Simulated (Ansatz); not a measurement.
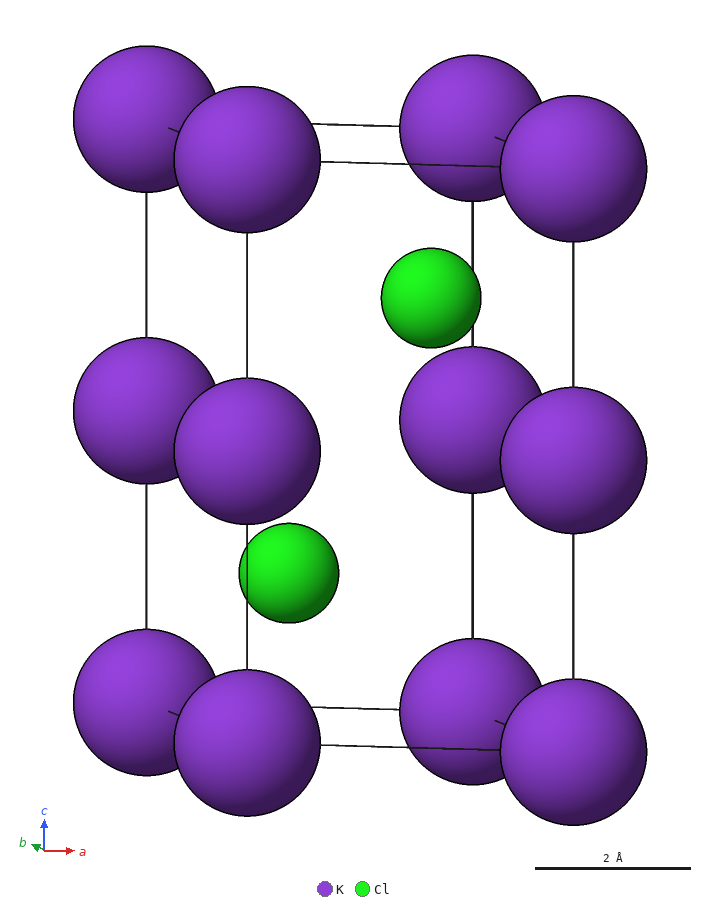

The figure gives a spheres-only picture of the atoms, viewed slightly off an axis. Lines trace the edges of the conventional unit cell.

KCl, nickel arsenide (NiAs) type, space group P6_3/mmc (No. 194), a = 4.340 Å, b = 4.340 Å, c = 7.636 Å, α = 90.00°, β = 90.00°, γ = 120.00°. It goes back to a structure type filled with these elements by a generator (whether the compound takes this form wasn't checked). Earlier steps of the study may have refined or changed the cell and positions. It went into a calculation with Ansatz.

This one geometry was computed with Ansatz (DFT, plane waves, PAW) at six levels of theory: r2SCAN0, PBE, HSE06, dielectric-dependent PBE0 (fraction 1/eps_inf of PBE), r2SCAN and PBE0. It was relaxed beforehand with r2SCAN.

**How does the band gap change with the level of theory?**

PBE: a gap of 5.13 eV, direct; r2SCAN: a gap of 5.76 eV, direct; HSE06: a gap of 6.44 eV, direct; PBE0: a gap of 7.17 eV, direct; r2SCAN0: a gap of 7.50 eV, direct; dielectric-dependent PBE0 (fraction 1/eps_inf of PBE): a gap of 8.68 eV, direct.

**Collect the results in a table.**

| level | cutoff (eV) | k-mesh of the run's cell | gap (eV) | pressure (GPa) |
| --- | --- | --- | --- | --- |
| r2SCAN0 | 500 | 6×6×2 | 7.50 | -0.1 |
| PBE | 420 | 12×12×4 | 5.13 | 0.8 |
| HSE06 | 420 | 6×6×2 | 6.44 | 0.5 |
| dielectric-dependent PBE0 (fraction 1/eps_inf of PBE) | 420 | 6×6×2 | 8.68 | 0.2 |
| r2SCAN | 500 | 12×12×4 | 5.76 | 0.0 |
| PBE0 | 420 | 6×6×2 | 7.17 | 0.5 |

Gaps are taken on the k-mesh or band path of each run.
